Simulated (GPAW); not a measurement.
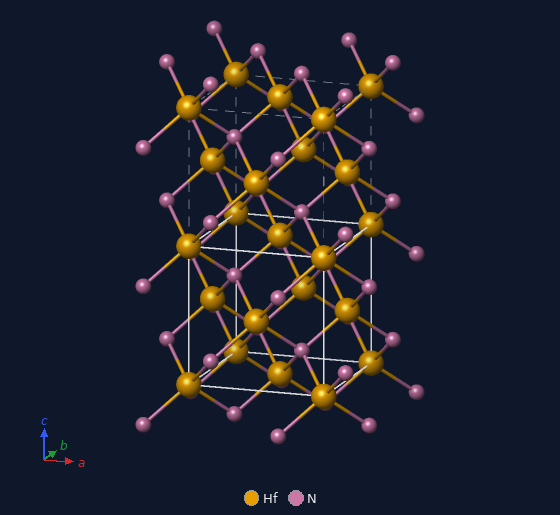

HfN (space group F-43m, No. 216). Coordinates: a cell listed in the Materials Project, as set up for an electronic-structure calculation.

Bonds are taken as Hf–N below 2.4 Å. The graph is simplified in the usual way: terminal and isolated atoms are pruned, two-connected atoms become edges.

What kind of net remains, and which atoms are its nodes?

Answer. A uninodal 4-connected, three-periodic net: Hf and N are 4-connected nodes.

Name the underlying net.

Answer. It is the dia net, known from diamond, zinc blende and cristobalite.

Is the net interpenetrated?

Answer. It is a single net, without interpenetration.

Give the first four terms of the coordination sequence (nodes one, two, three … edges away).

Answer. Hf and N: 4, 12, 24, 42.

Give the point symbol of each node (shortest cycle at each angle).

Answer. Hf and N: 6^6.

The simplified net, drawn on the atoms' positions. Nodes are coloured by element. Short stubs are edges that leave the cut-out.

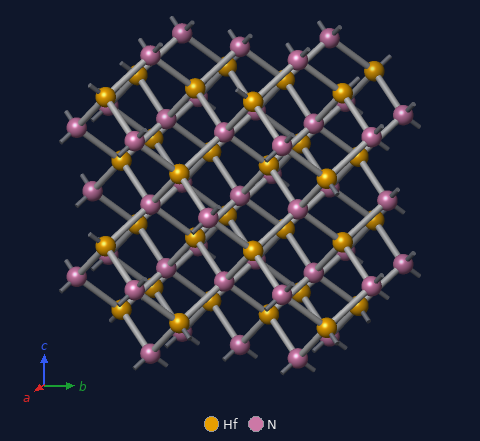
